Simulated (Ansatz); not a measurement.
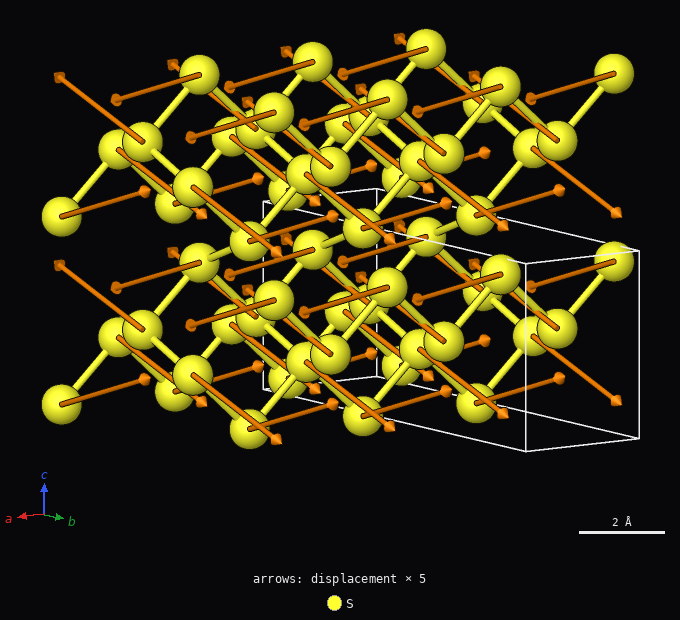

A relaxation of a crystal of S (a generated structure, set up in Cmce) (coarse preliminary run). The starting structure is drawn; orange arrows show the displacements (the part carried along by the change of the cell is left out), magnified 5 times.

Style: ball-and-stick. Shown: the conventional cell (2 times the calculation's cell), repeated 3 × 1 × 2 with one cell outlined, from a free direction. Lengths and directions refer to the drawn axes.

Case: P → S on all its sites, cell and atoms relaxed.

Method: DFT r2SCAN, scalar-relativistic, plane waves, PAW (Ansatz). Set-up: plane-wave cutoff 500 eV; k-point mesh 6 × 6 × 4; occupations gaussian; smearing width 0.1 eV; no spin polarisation; cell and atoms relaxed; force threshold 0.05 eV/Å; at most 60 steps.

Q: What did the optimiser do to the structure, and how much energy did it gain?

A: The largest moves relative to the cell, 0.78 Å, are those of S atoms. The volume changes by +45.2 %, with a 3.260 → 3.290 Å (+0.9 %), b 10.886 → 12.849 Å (+18.0 %), c 4.500 → 5.487 Å (+21.9 %). Near-neighbour distances that change, for instance: S–S 2.225 → 4.197 Å, S–S 2.184 → 2.102 Å. Bonds break: S–S (2.22 → 4.20 Å). Bond angles that change, for instance: S–S–S 96.5° → 103.0°. The space group stays Cmce (No. 64). Over 9 accepted moves (10 points after the start) the energy falls by 3.236 eV per cell of the calculation. The largest force component goes from 1.6 to 0.013 eV/Å. Pressure: 10.62 GPa at the start and −0.05 GPa at the end. The SCF was repeated once at an unchanged geometry on a basis and grid sized afresh for the cell, which shifted the energy by 5.7 meV per cell of the calculation at most.
